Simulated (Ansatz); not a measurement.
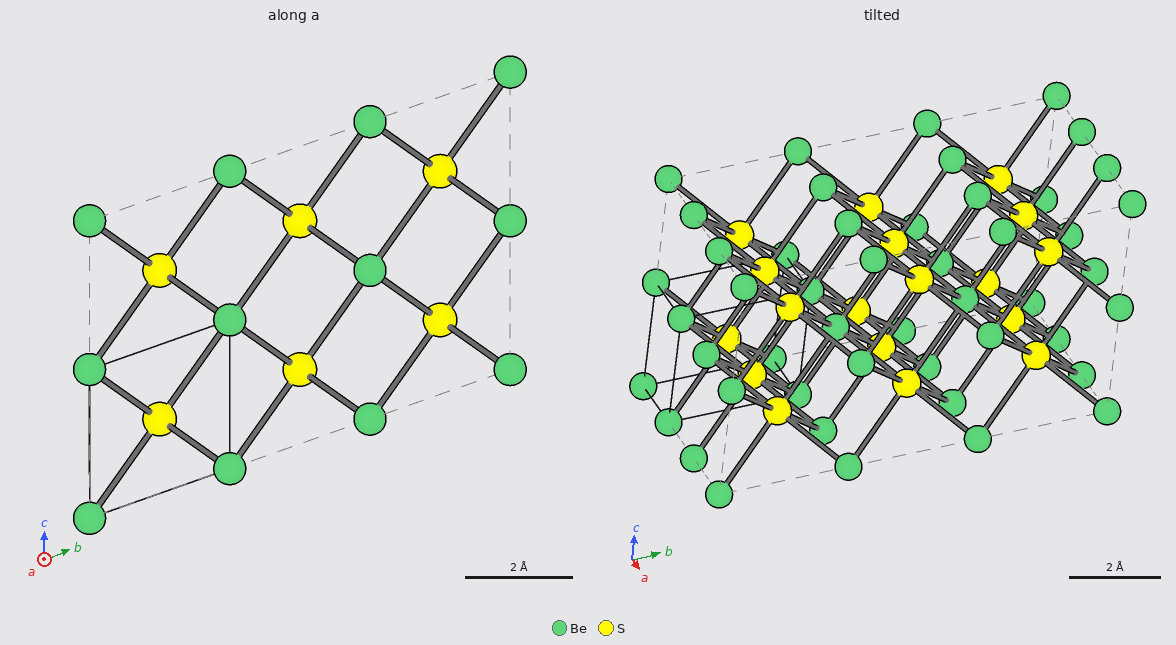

The image is a ball-and-stick drawing of a crystal, viewed along the a axis and slightly off an axis. The solid frame is a single simulation cell within a 3×3×2 block.

Input for the calculation:
```yaml
crystal:
  lattice:
    - [0.0, 2.2753541177, 2.2753541177]
    - [2.2753541177, 0.0, 2.2753541177]
    - [2.2753541177, 2.2753541177, 0.0]
  atoms:
    - { symbol: Be, position: [0.0, 0.0, 0.0] }
    - { symbol: S, position: [0.5, 0.5, 0.5] }
kpoints:
  mp_grid: { grid: [6, 6, 6] }
  band_path:
    path:
      - [0.0, 0.0, 0.0]
      - [0.5, 0.0, 0.5]
      - [0.625, 0.25, 0.625]
      - [0.375, 0.375, 0.75]
      - [0.5, 0.5, 0.5]
      - [0.5, 0.25, 0.75]
      - [0.15, 0.15, 0.3]
    npoints: 1
hamiltonian:
  xc: hse06
scf:
  occupations: { method: fixed }
  n_extra_bands: 4
output:
  forces: true
  stress: true
  eigenvalues: true
```

The calculation used Ansatz, DFT, HSE06, plane waves, PAW, with a basis cut at 420 eV, a 6×6×6 k-point grid, no spin polarisation.

**What does the calculation say: metal or gapped?**

A semiconductor at this level, with a gap of 1.76 eV, indirect; the smallest direct gap is 5.43 eV.

**What is the pressure at this volume?**

The computed pressure is 4.9 GPa (compressed: it would expand).

It goes back to a structure type filled with these elements by a generator (whether the compound takes this form wasn't checked). The cell was then strained or its atoms displaced on purpose. A calculation with Ansatz used it as input.

At this level of theory the cell isn't at rest (compressed, at 5 GPa), so its distances can differ from those at equilibrium, the more so the softer the solid.
